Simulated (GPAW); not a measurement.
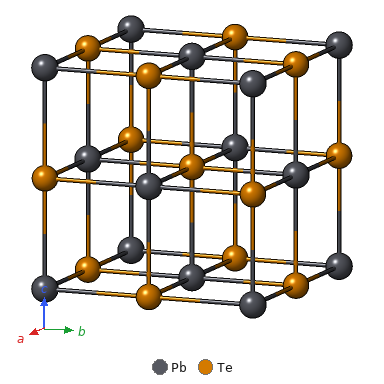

System: TePb, space group Fm-3m (No. 225). The picture shows the conventional cell.

Starting cell:
```cif
data_structure
_symmetry_space_group_name_H-M 'P 1'
_symmetry_Int_Tables_number 1
_cell_length_a 4.5693
_cell_length_b 4.5693
_cell_length_c 4.5693
_cell_angle_alpha 60.000
_cell_angle_beta 60.000
_cell_angle_gamma 60.000
_cell_volume 67.46
loop_
_atom_site_label
_atom_site_type_symbol
_atom_site_fract_x
_atom_site_fract_y
_atom_site_fract_z
_atom_site_occupancy
Pb1 Pb 0.00000 0.00000 0.00000 1
Te1 Te 0.50000 0.50000 0.50000 1
```

How it was computed, with GPAW 26.7.0: PAW DFT in plane waves, on a grid or in atomic orbitals, no spin polarisation; energies at scaled volumes of the given cell, shape and fractions fixed, counted from the fit's minimum, third-order Birch-Murnaghan fit. Level: PBEsol.

- k mesh: 7×7×7
- occupations: Fermi–Dirac
- smearing width: 0.05 eV
- potentials: PAW data sets made by gpaw setup for the functional
- wave cutoff: 600 eV
- program settings: basis pw

Describe the result: the energy and pressure against volume. The volume takes the values 31.71, 32.38, 33.05, 33.73, 34.40, 35.08, 35.75 Å³/atom.

A third-order Birch–Murnaghan fit gives V0 = 33.20 Å³/atom, B0 = 45 GPa and B′ = 4.5. The energy is 10.23 meV/atom at volume 31.71 Å³/atom and 24.16 meV/atom at 35.75 Å³/atom; the lowest computed point is at volume 33.05 Å³/atom (0.08 meV/atom), and no other minimum shows. The pressure falls from 2.29 GPa at volume 31.71 Å³/atom to −2.84 GPa at 35.75 Å³/atom, and changes sign near 33.20 Å³/atom.

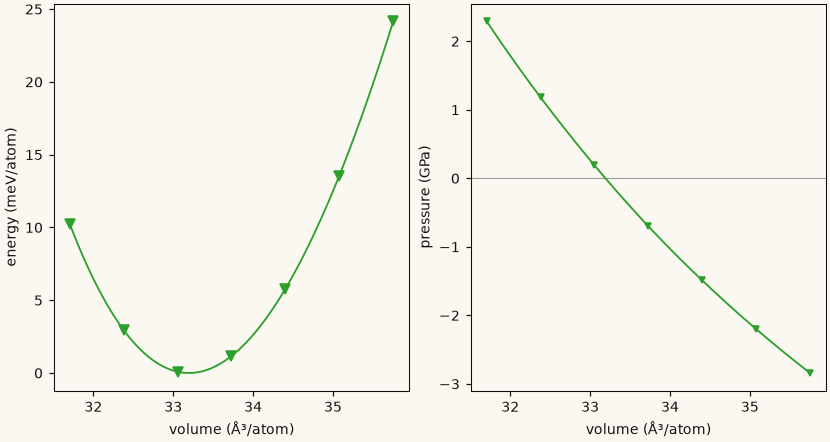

Caveats: spin-orbit coupling left out, heavy elements.
